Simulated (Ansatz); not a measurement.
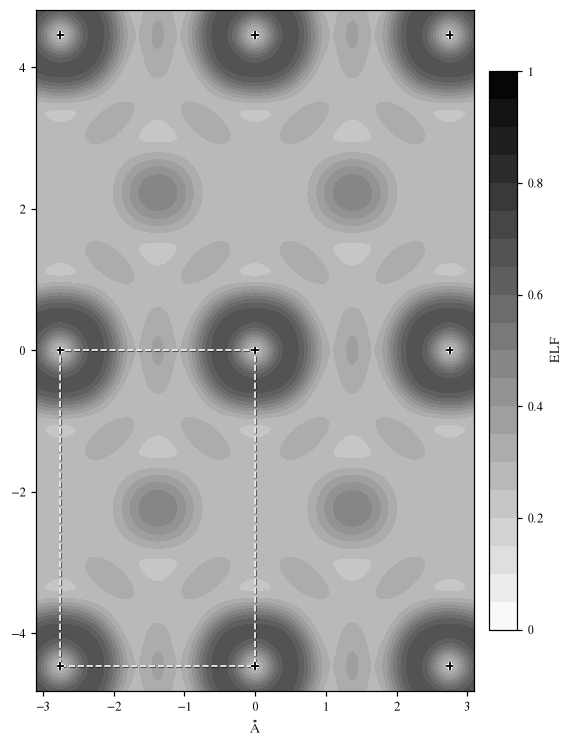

The electron localisation function on a plane through atoms (crosses mark nuclei in the plane).

Level of theory: DFT PBEsol, scalar-relativistic, plane waves, PAW in Ansatz 0.2.0.

Candidates:
A. Ir, a = 2.75 Å, b = 2.75 Å, c = 4.46 Å, α = 90.00°, β = 90.00°, γ = 120.00°. Space group P6₃/mmc; a structure from a database of computed crystals, not necessarily the ambient phase; computed pressure about −12 GPa in this cell; computed without spin polarisation.
B. Ag, a = 2.98 Å, b = 2.98 Å, c = 4.02 Å, α = 90.00°, β = 90.00°, γ = 90.00°. Space group I4/mmm; changed on purpose from its base cell (strain +0.030 along x and y, -0.015 along z, atoms carried along); computed pressure about −7 GPa in this cell; computed without spin polarisation.

> Which candidate gave the map?

Candidate A: Ir on the (100) plane of the conventional cell, which holds Ir. Ir–Ir (2.75 Å): the ELF is about 0.35 at the midpoint.
